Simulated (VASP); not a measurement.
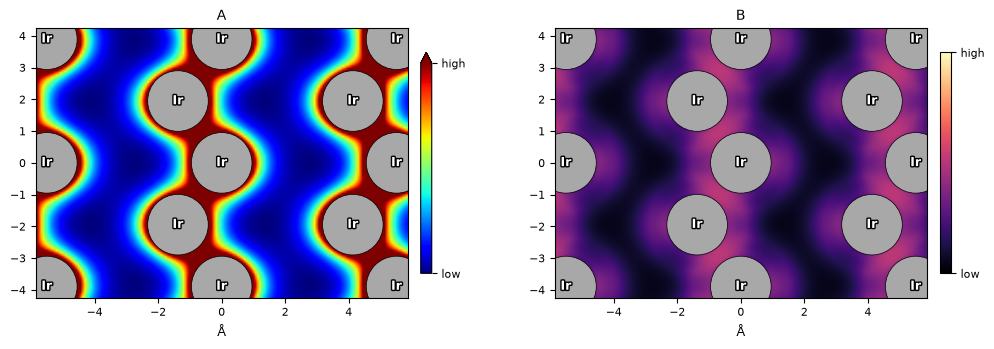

Ir: 2 fields on the (110) plane of the conventional cell, with unlabelled colour scales. Grey discs cover the atomic cores.

Space group Fd-3m; a generated structure, not necessarily the stable one.

Level of theory: VASP, Kohn-Sham DFT of a periodic cell, PBEsol, VASP PAW PBE potentials, recommended.

### The panels show electron localisation function and valence pseudo-density in some order. Assign them.

Panel A: valence pseudo-density. Panel B: electron localisation function. From the grid: Ir–Ir (2.38 Å): ρ is about 0.78 e/Å³ halfway; the ELF reaches about 0.50 near the midpoint.
